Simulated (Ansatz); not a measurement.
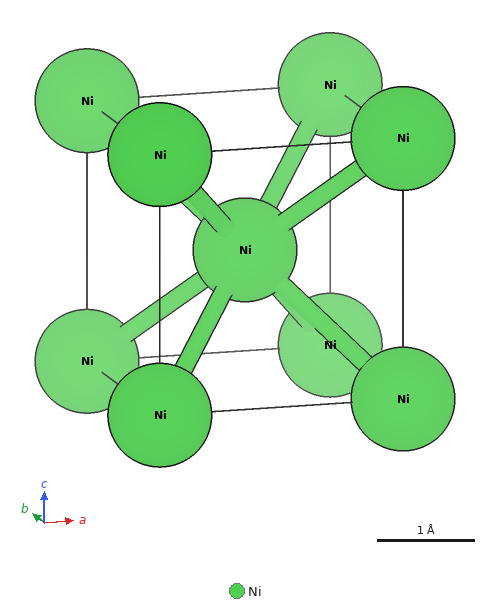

**Figure 1.** The structure as given in the input (ball-and-stick view of the cell 2 times as large as that of the calculation, set on its symmetry axes, seen slightly off an axis). Near neighbours in the crystal (not all of them lie inside the picture): Ni has 8 Ni at 2.31 Å.

Single-point calculation of Ni

Ni (I4/mmm, 1 atom in the cell), computed with DFT PBEsol, scalar-relativistic, plane waves, PAW, spin-polarised (Ansatz 0.2.0).

The structure derives from a Materials Project entry. It belongs to a series of runs on one base structure; here: strain -0.0500 x Voigt [1, 1, 0, 0, 0, 0], atoms carried along. Figures and captions count atoms from 1; the log counts them from 0 in places.

## Input
```yaml
crystal:
  lattice:
    - [-1.3086608919, 1.3086608919, 1.3775377809]
    - [1.3086608919, -1.3086608919, 1.3775377809]
    - [1.3086608919, 1.3086608919, -1.3775377809]
  atoms:
    - { symbol: Ni, position: [0.0, 0.0, 0.0], spin: 0.6 }
basis:
  ecutwfc: 420
kpoints:
  mp_grid: { grid: [30, 30, 30] }
hamiltonian:
  xc: pbesol
scf:
  occupations: { method: gaussian, width: 0.15 }
output:
  forces: true
  stress: true
  eigenvalues: true
  populations: true
  write_density: true
  write_potential: true
  elf: true
  volumetric_format: npy
magnetization:
  spin_polarized: true
```

Machine: 1 thread of Oxide Virtual Turin-like (Zen 5), 32 GiB of memory available, shared host.

Launched with:
```bash
ansatz run input.yaml --threads 1 --pin off --max-ram 2560MiB --backend cpu --events-out ev --progress --plain --runs-dir out
```

## Output
```
Engine: ansatz 0.2.0, x86_64-unknown-linux-gnu
Pseudopotentials: kind: paw
Pseudopotential: Ni, paw, valence charge 18, recommended cutoff 420 eV (normal), Ni.paw.azcp
Functional definition: PBEsol
  exchange = pbesol_x
  correlation = pbesol_c
Crystal: 1 atoms, lattice volume = 9.437 Å³
Basis set: ecut = 420 eV, 185 PW (Γ), exchange–correlation on 32×32×32 points (8 copies of the dense FFT grid, shifted against one another)
Bands: 14, of which v1, the nominal top of the filled ones, is band 9 counted from 1 (8 counted from 0)
Symmetry: 16 space group operations
Space group: I4/mmm (ITA 139), of the structure as read, at distance tolerance 2.1e-5 Å
Magnetic group: BNS 139.531 (UNI 1191), of the structure as read, at distance tolerance 2.1e-5 Å
k-points: 1992 of 27000
Non-local potential: Ni, projectors of the file, l = 0: 3, l = 1: 2, l = 2: 3, l = 3: 1
PAW form: soft (Blöchl's): semilocal exchange-correlation on the pseudo side does not see the compensation charge
PAW frozen core: Ni, regenerated for the run's functional, and the local potential with it (the file was generated under x = pbe(κ = 0.804, μ = 0.2195149727645171), c = pbe(β = 0.06672455060314922))
PAW one-centre angular grid: Ni, 590 points (default); XC on 64 Gauss nodes
Initial density: superposition of atomic densities (chi_scale 0.1, normalization cell)
Starting moments: Σ|m| = 0.6 μB on 1 of 1 site
Initial wavefunctions: pseudopotential atomic-orbital guess
Functional: x = pbesol(κ = 0.804, μ = 0.12345679012345678), c = pbesol(β = 0.046)
SCF iter   1: F=—  HF=-5803.866782 eV  |F-HF|=—  |Δ(HF+E_count)|=         —  Δρ=8.26e-2 (↑8.26e-2 ↓7.76e-2)  dr2=1.38e0  dr2_m=5.13e-3  M=0.488 μB ∫|m|=0.505 μB  β_m=0.30  ethr=3.10e-3  ⟨swp⟩=5.0  Hψ=286428  notcnv=0
Mixer restart at iter 1: flushing history
preconditioner: auto → none  [metal: Δε(μ)=0.000 eV  Ē_g=17.583 eV  σ=0.150 eV  W_gap=0.00  n_scr=0 (ndim 8)  ℏωp=38.2 eV  f_vac=0.000  D(μ)=2.15/eV (n_scr^D=42)]
SCF iter   2: F=—  HF=-5803.605473 eV  |F-HF|=—  |Δ(HF+E_count)|=   2.61e-1  Δρ=5.79e-2 (↑5.79e-2 ↓3.78e-2)  dr2=3.87e-1  dr2_m=1.14e-2  M=0.547 μB ∫|m|=0.573 μB  β_m=0.25  ethr=3.10e-3  ⟨swp⟩=3.4  Hψ=136891  notcnv=0  defer=2259
SCF iter   3: F=—  HF=-5803.835539 eV  |F-HF|=—  |Δ(HF+E_count)|=   2.30e-1  Δρ=1.93e-2 (↑1.93e-2 ↓1.26e-2)  dr2=2.68e-2  dr2_m=3.85e-3  M=0.528 μB ∫|m|=0.555 μB  β_m=0.58  ethr=2.15e-3  ⟨swp⟩=2.7  Hψ=95441  notcnv=0  defer=2332
SCF iter   4: F=—  HF=-5804.638762 eV  |F-HF|=—  |Δ(HF+E_count)|=   8.03e-1  Δρ=2.72e-2 (↑1.26e-2 ↓2.72e-2)  dr2=7.94e-2  dr2_m=6.23e-3  M=0.464 μB ∫|m|=0.499 μB  β_m=0.58  ethr=1.49e-4  ⟨swp⟩=2.3  Hψ=115329  notcnv=0  defer=2375
SCF iter   5: F=—  HF=-5804.699773 eV  |F-HF|=—  |Δ(HF+E_count)|=   6.10e-2  Δρ=2.15e-2 (↑9.28e-3 ↓2.15e-2)  dr2=4.69e-2  dr2_m=4.21e-3  M=0.439 μB ∫|m|=0.473 μB  β_m=0.34  ethr=1.49e-4  ⟨swp⟩=1.2  Hψ=72737  notcnv=0  defer=2343
SCF iter   6: F=—  HF=-5804.688959 eV  |F-HF|=—  |Δ(HF+E_count)|=   1.08e-2  Δρ=4.93e-3 (↑3.69e-3 ↓4.93e-3)  dr2=2.08e-4  dr2_m=1.23e-3  M=0.409 μB ∫|m|=0.440 μB  β_m=0.83  ethr=1.49e-4  ⟨swp⟩=2.1  Hψ=75181  notcnv=0  defer=1470
SCF iter   7: F=-5804.796488 eV  HF=-5804.795433 eV  |F-HF|=1.06e-3  |Δ(HF+E_count)|=   1.06e-1  Δρ=4.06e-3 (↑2.62e-3 ↓4.06e-3)  dr2=1.15e-4  dr2_m=9.58e-4  M=0.373 μB ∫|m|=0.406 μB  β_m=0.92  ethr=1.15e-6  ⟨swp⟩=3.0  Hψ=124853  notcnv=0  defer=748
SCF iter   8: F=-5804.796595 eV  HF=-5804.796251 eV  |F-HF|=3.44e-4  |Δ(HF+E_count)|=   8.18e-4  Δρ=9.05e-4 (↑9.05e-4 ↓6.63e-4)  dr2=7.99e-6  dr2_m=4.91e-5  M=0.353 μB ∫|m|=0.385 μB  β_m=0.64  ethr=6.39e-7  ⟨swp⟩=1.5  Hψ=78885  notcnv=0  defer=810
SCF iter   9: F=-5804.796684 eV  HF=-5804.796552 eV  |F-HF|=1.31e-4  |Δ(HF+E_count)|=   3.01e-4  Δρ=9.31e-4 (↑2.99e-4 ↓9.31e-4)  dr2=2.00e-5  dr2_m=3.07e-5  M=0.346 μB ∫|m|=0.377 μB  β_m=0.52  ethr=4.44e-8  ⟨swp⟩=2.2  Hψ=74887  notcnv=0  defer=798
SCF iter  10: F=-5804.796678 eV  HF=-5804.796575 eV  |F-HF|=1.03e-4  |Δ(HF+E_count)|=   2.27e-5  Δρ=5.03e-4 (↑4.73e-4 ↓5.03e-4)  dr2=3.73e-5  dr2_m=2.40e-6  M=0.340 μB ∫|m|=0.370 μB  β_m=0.76  ethr=4.44e-8  ⟨swp⟩=2.2  Hψ=81310  notcnv=0  defer=760
SCF iter  11: F=-5804.796702 eV  HF=-5804.796701 eV  |F-HF|=6.19e-7  |Δ(HF+E_count)|=   1.26e-4  Δρ=2.22e-4 (↑7.58e-5 ↓2.22e-4)  dr2=1.19e-6  dr2_m=1.88e-6  M=0.340 μB ∫|m|=0.370 μB  β_m=0.88  ethr=4.44e-8  ⟨swp⟩=2.0  Hψ=90912  notcnv=0  defer=857
SCF iter  12: F=-5804.796703 eV  HF=-5804.796703 eV  |F-HF|=1.26e-7  |Δ(HF+E_count)|=   1.55e-6  Δρ=9.28e-5 (↑9.28e-5 ↓3.31e-5)  dr2=2.09e-7  dr2_m=3.32e-7  M=0.337 μB ∫|m|=0.367 μB  β_m=0.94  ethr=6.60e-9  ⟨swp⟩=1.5  Hψ=72275  notcnv=0  defer=867
SCF iter  13: F=-5804.796703 eV  HF=-5804.796703 eV  |F-HF|=2.16e-7  |Δ(HF+E_count)|=   4.12e-8  Δρ=9.37e-5 (↑1.42e-5 ↓9.37e-5)  dr2=4.50e-7  dr2_m=2.08e-7  M=0.336 μB ∫|m|=0.366 μB  β_m=0.87  ethr=1.16e-9  ⟨swp⟩=2.0  Hψ=75381  notcnv=0  defer=873
SCF iter  14: F=-5804.796703 eV  HF=-5804.796703 eV  |F-HF|=6.88e-9  |Δ(HF+E_count)|=   4.76e-8  Δρ=1.64e-5 (↑3.99e-6 ↓1.64e-5)  dr2=2.05e-8  dr2_m=3.97e-9  M=0.337 μB ∫|m|=0.367 μB  β_m=0.77  ethr=1.16e-9  ⟨swp⟩=1.9  Hψ=74151  notcnv=0  defer=863
SCF iter  15: F=-5804.796703 eV  HF=-5804.796703 eV  |F-HF|=2.41e-9  |Δ(HF+E_count)|=   4.12e-9  Δρ=5.03e-6 (↑5.03e-6 ↓2.51e-6)  dr2=3.02e-9  dr2_m=1.68e-10  M=0.337 μB ∫|m|=0.367 μB  ethr=1.14e-10  ⟨swp⟩=7.4  Hψ=314418  notcnv=0
SCF 1 converged in 15 iterations: F = -5804.796703 eV  dr2 = 3.02e-9
  greatest PAW one-centre occupation: 1.001 electrons in one spin orbital (limit 2), on the Ni atom at site 0 (counted from 0), in its partial waves of l = 1
```

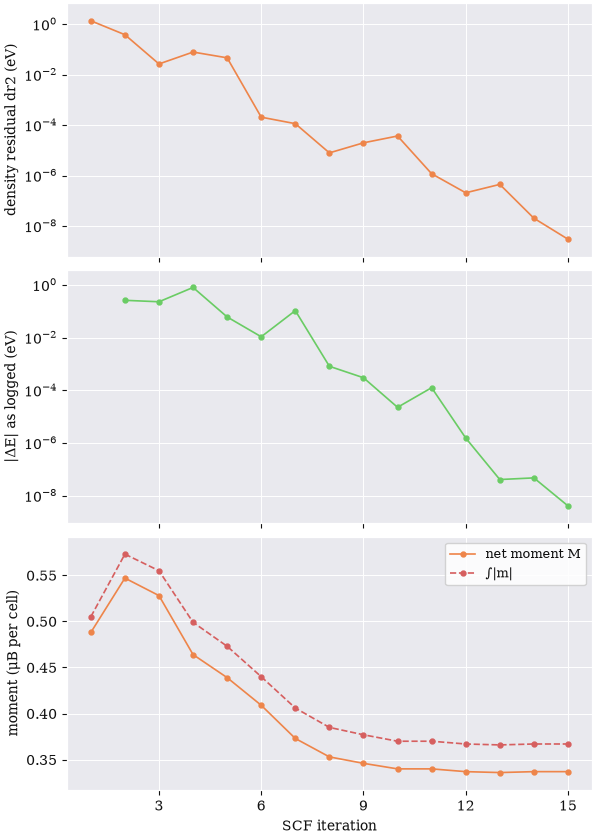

**Figure 2.** Convergence of the self-consistent field: density residual dr2, size of the energy change and magnetic moment against the SCF iteration. The residual falls unevenly and jumps up by a factor of two or more 3 times on the way down. The net moment goes from 0.5 to 0.3 μB per cell.

```
at 3 of the mixer's solves, the last at iteration 8, it left a direction of its history that read negative out of its fit and stepped the other way along it
the search or the solves at the SCF's close seem to have found levels that the self-consistency loop had missed (the run counts 1). By its estimate they hold under 1e-12 electrons; where the run keeps them, the occupations were computed again with them
SCF converged after 15 iterations
Magnetization: 0.3370 μB (9.1685 up, 8.8315 down)
Absolute magnetization: 0.3673 μB (∫|ρ↑−ρ↓|, with the PAW one-centre terms)
Spin contamination: 0.0018 ħ² per cell (⟨S²⟩ above its minimum at these occupations)
Per-site moments (μB) at R_I (Å): [(0.3510299415131423, 0.9516864907385035)]
Free energy (F): -5804.796703 eV
Harris-Foulkes:  -5804.796703 eV  (|F-HF|=2.41e-9)
Internal energy: -5804.778425 eV  (E = F + TS)
E sigma→0 (E₀):  -5804.787564 eV
Entropy (-TS):   -0.018278 eV (-18.278 meV/atom)
Fermi energy:    21.303709 eV
--- Per-component energies (eV) ---
  E_band       = -228.313287
  E_kinetic    = 285.856973
  E_local      = -3199.786344  (includes V_loc(G=0)·N_el)
  E_nonlocal   = 636.221407
  E_hartree    = 1341.288543
  E_xc         = -85.925676
  E_vxc        = -111.254363  (∫ρ·V_xc dr)
  E_paw        = -1594.188383  (= ΣΔE_a)
  E_vpaw       = -521.932500  (= ΣTr[D̂ρ^β])
  E_aug_tail   = 0.000407  (compensation charges beyond the density's cutoff)
  E_ewald      = -3188.442642
  E_core_change = 0.197289  (= ΣΔE_core)
  E_smearing   = -0.018278  (= −TS)
  E_closure    = 0.000000  (closes the sum)
  Σ components = -5804.796703   (vs F -5804.796703, Δ=0.00e0)
--- Forces (eV/Å), atoms counted from 1 ---
  atom   1  Ni     0.00000000     0.00000000    -0.00000000
  max |Σ_I F_I| component: 4.62e-32 eV/Å
--- Stress (GPa, compression-positive) ---
       27.357692       0.000000       0.000000
        0.000000      27.357692      -0.000000
        0.000000      -0.000000      31.417508
  P = ⅓ Tr σ = 28.7110 GPa (287.110 kbar)
--- Band table (eV; the first three rows and the last of 3984) ---
  k-point 0 ↑: bands = ["-81.8831", "-42.2093", "-42.2093", "-42.1904", "11.2760", "18.6468", "18.6468", "18.9611", "20.2485", "20.6087", "48.1162", "49.3301", "49.3301", "54.2410"]
  k-point 1 ↑: bands = ["-81.8823", "-42.2135", "-42.2094", "-42.1919", "11.3293", "18.6312", "18.6738", "18.9580", "20.2522", "20.5947", "48.0682", "48.9845", "49.1962", "54.1382"]
  k-point 2 ↑: bands = ["-81.8800", "-42.2259", "-42.2097", "-42.1964", "11.4882", "18.5851", "18.7541", "18.9474", "20.2635", "20.5560", "47.9341", "48.0730", "48.7929", "53.5391"]
  k-point 1991 ↓: bands = ["-81.3258", "-42.0724", "-42.0470", "-42.0470", "16.3923", "16.5098", "21.6804", "21.7797", "21.7797", "30.5083", "32.7224", "32.7224", "37.7385", "39.0584"]
--- Löwdin populations: 1 site ---
  site symbol       q [e]    m [muB]
     0     Ni     17.7774     0.3485
  spilling = 0.012369 (of n_electrons = 18.000000)
```

## File populations.tsv
```
# site	symbol	l	j	q_up	q_dn
# orbitals = lowdin
# n_electrons = 18.000000
# spilling = 0.012369
0	Ni	0_3S	-	0.997057	0.997094
0	Ni	0_4S	-	0.459977	0.463763
0	Ni	1_3P	-	2.998606	2.998534
0	Ni	2_3D	-	4.607309	4.255021
```

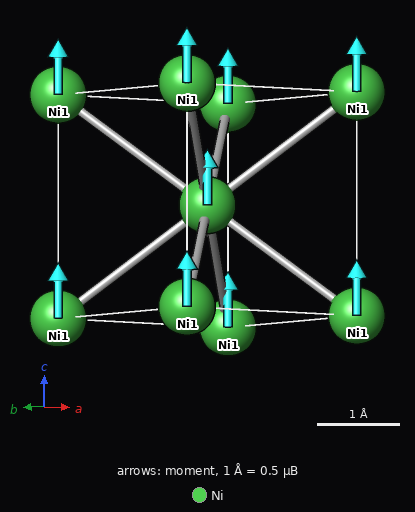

**Figure 3.** Magnetic moments of the sites as teal arrows (ball-and-stick view of the cell 2 times as large as that of the calculation, set on its symmetry axes, seen at an oblique angle; atoms are numbered from 1 in the order of the input); small moments hardly show. The run is collinear, so the axis drawn is arbitrary. Site moments: Ni1 (0.35 μB). They are counted near the atoms and needn't add up to the moment of the cell.

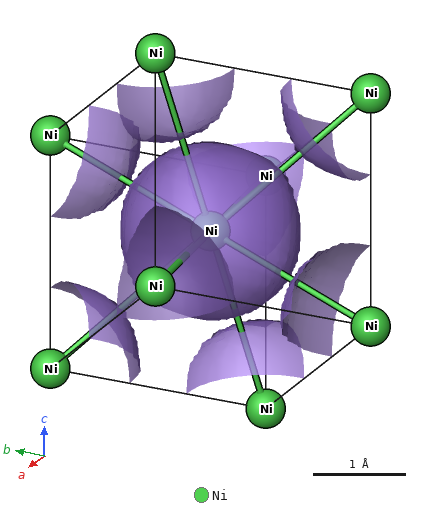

**Figure 4.** Isosurface of the valence electron density at 0.5 e/Å³ (purple), seen at an oblique angle. Sticks mark near contacts. The outline is the cell set on symmetry axes. At this value the density breaks into separate islands; it holds about 90 % of the electrons treated as valence (semicore included). It is pinched off along the Ni–Ni (2.31 Å) contacts. On the grid the lowest density along these lines, outside the cores, is 0.42 e/Å³ (Ni–Ni, 2.31 Å). In a PAW calculation such maps are meaningful between the atoms, not at the nuclei.

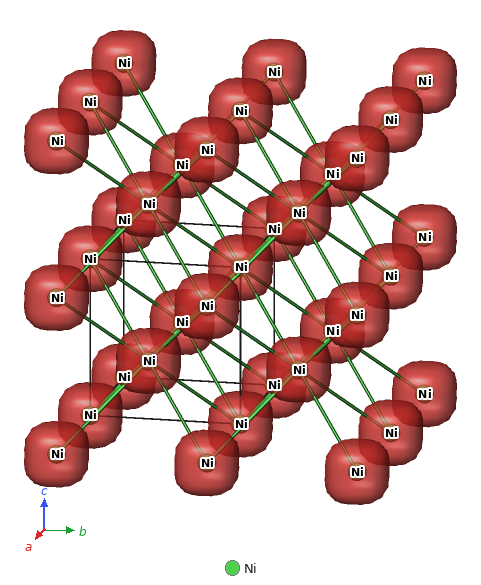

**Figure 5.** Isosurface of the spin density at +0.1 e/Å³ (red), seen slightly off an axis. Sticks mark near contacts. The outline is the cell set on symmetry axes. The cell of the calculation (1 atoms) carries 0.3 μB net.

## Summary

- outcome: converged
- space group (tolerance 0.01 Å): I4/mmm (139)
- electrons treated: 18
- free energy: −5804.7967 eV
- Fermi energy: 21.304 eV
- gap on the k-point mesh: none (metallic)
- net moment of the cell: 0.34 μB
- integrated absolute moment: 0.37 μB
- pressure: 28.71 GPa
- largest force (length of the vector): under 0.001 eV/Å
- wall time: 58 s
- peak memory: 0.81 GiB

## Notes

The cell is under a pressure of 29 GPa at this level, so it is not at its equilibrium volume.
